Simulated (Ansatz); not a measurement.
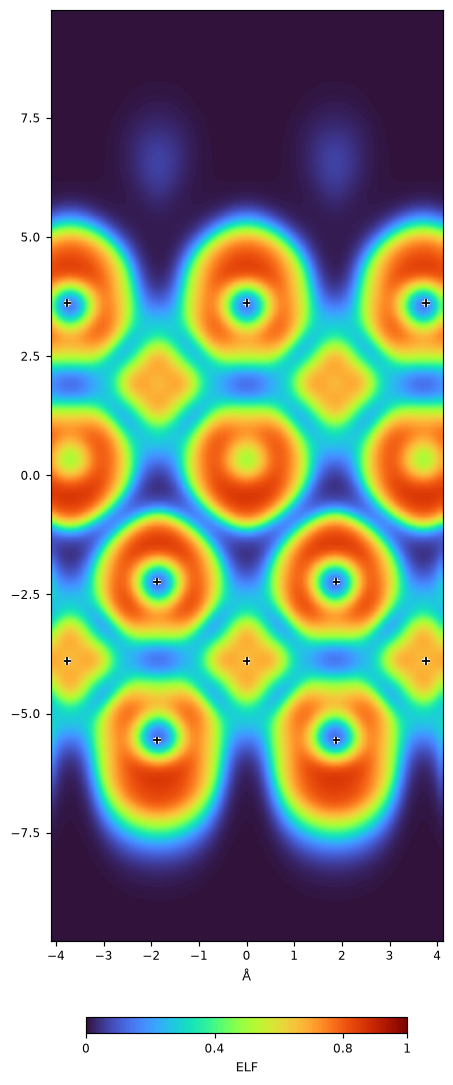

The ELF on a plane through atoms (crosses mark nuclei in the plane).

Theory: DFT PBEsol, scalar-relativistic, plane waves, PAW (Ansatz).

Candidates:
A. WS2, a = 3.15 Å, b = 3.15 Å, c = 19.15 Å, α = 90.00°, β = 90.00°, γ = 120.00°. Space group R3m; a structure from a database of computed crystals, not necessarily the ambient phase.
B. Pt5Se12 (slab), a = 3.76 Å, b = 8.13 Å, c = 26.12 Å, α = 90.00°, β = 90.00°, γ = 90.00°. Not relaxed (largest force 0.7 eV/Å).
C. ZnSe, a = 5.63 Å, b = 5.63 Å, c = 5.63 Å, α = 90.00°, β = 90.00°, γ = 90.00°. Space group F-43m.

> Which candidate gave the map?

Candidate B: Pt5Se12 on the (010) plane of the calculation cell, a cut from vacuum to vacuum, which holds Se and Pt. Pt–Se (2.51 Å): the ELF is about 0.50 at the midpoint.
